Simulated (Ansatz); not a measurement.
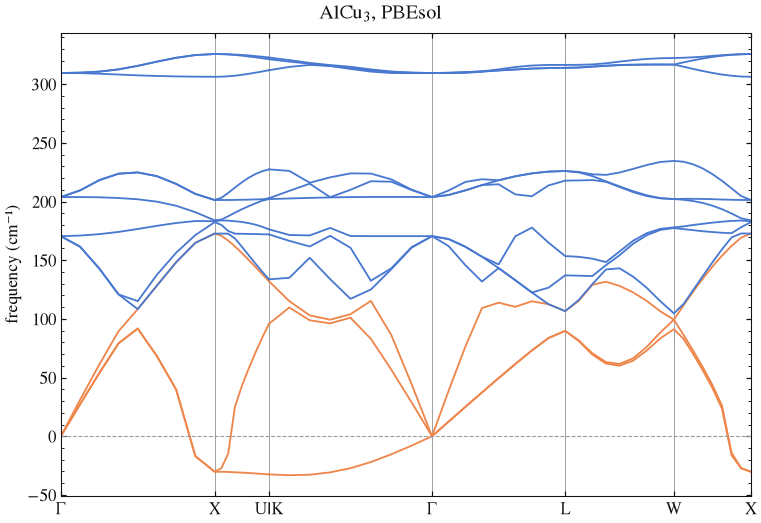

The picture above shows the phonon dispersion along Γ–X–U|K–Γ–L–W–X for AlCu₃, space group Fm-3m (No. 225). Imaginary frequencies are drawn as negative. The three lowest branches are drawn in a second colour.

The given structure:
```
CELL_PARAMETERS angstrom
0.00000 2.86471 2.86471
2.86471 0.00000 2.86471
2.86471 2.86471 0.00000
ATOMIC_POSITIONS crystal
Al 0.00000 0.00000 0.00000
Cu 0.50000 0.50000 0.50000
Cu 0.25000 0.25000 0.25000
Cu 0.75000 0.75000 0.75000
```

How it was computed, with Ansatz 0.2.0: harmonic phonon frequencies at points of high symmetry, interpolated from the force constants of a q mesh with the long-range term in polar insulators, imaginary frequencies are negative; plane waves with PAW datasets, Γ-centred k mesh. Level: PBEsol, no spin polarisation.

wave cutoff 420 eV; k mesh 12×12×12; occupations Fermi–Dirac; smearing width 0.15 eV; volume relative to the relaxed cell 0.98; phonon method linear response; q mesh 2×2×2.

This calculation gives: highest frequency on the path 325.7 cm⁻¹, lowest frequency at U 32.5i cm⁻¹ and lowest frequency on the path 33.2i cm⁻¹.

Now the cell is expanded by 2.0 % in volume, to 11.99 Å³/atom. What happens?

The highest frequency on the path falls from 325.7 to 313.3 cm⁻¹ (−3.8 %), the lowest frequency at U goes from 32.5i to 34.6i cm⁻¹ and the lowest frequency on the path goes from 33.2i to 35.1i cm⁻¹. The shift of the highest frequency on the path amounts to a Grüneisen parameter of 1.92. Both cells are dynamically unstable.

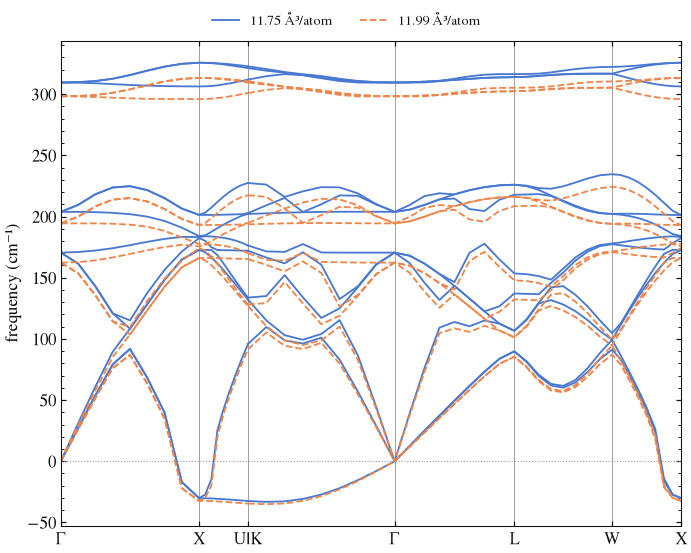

The two results together.

For both, limits of the calculation: metal sensitive to the k mesh; phonon interpolation lacks quadrupole term; vibrations at or below zero; the branches are interpolated from a coarse 2×2×2 mesh of wave vectors.
